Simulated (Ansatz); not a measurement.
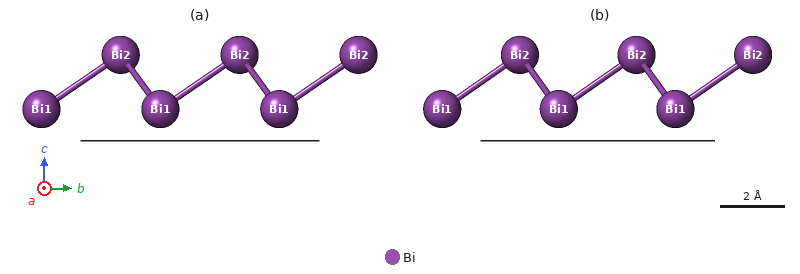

The structure of a slab of composition Bi before (left) and after (right) a relaxation, at one scale.

Style: ball-and-stick. Shown: the 2 × 2 repeat of the cell, outlined in the plane, without the vacuum, along the a axis.

These are results of Ansatz 0.2.0, DFT, PBEsol, plane waves, PAW, not measurements.

Input
```yaml
crystal:
  lattice:
    - [4.3503262602, 0.0, 0.0]
    - [-2.1751631301, 3.7674930561, 0.0]
    - [0.0, 0.0, 27.0530695984]
  atoms:
    - { symbol: Bi, position: [0.3333333333, 0.6666666667, 0.3124841456] }
    - { symbol: Bi, position: [0.6666666667, 0.3333333333, 0.3760342028] }
  periodic: [true, true, false]
kpoints:
  mp_grid: { grid: [6, 6, 1] }
hamiltonian:
  xc: pbesol
scf:
  occupations: { method: fermi_dirac, width: 0.02 }
relax:
  f_tol: 0.005
  cell: {}
```

**Summarise the run.**

The energy falls by 18.1 meV per cell of the calculation in 4 accepted moves (5 points after the start). Largest force component: 0.28 eV/Å at the start, 0.00052 eV/Å at the end. The SCF was repeated once at an unchanged geometry on a basis and grid sized afresh for the cell, which shifted the energy by 0.5 meV per cell of the calculation at most. No atom moves by more than 0.005 Å relative to the cell and the layer's centre. In the plane the drawn cell goes a 8.701 → 8.531 Å (−2.0 %), b 8.701 → 8.531 Å (−2.0 %). Near-neighbour distances that change, for instance: Bi1–Bi2 3.044 → 3.002 Å.
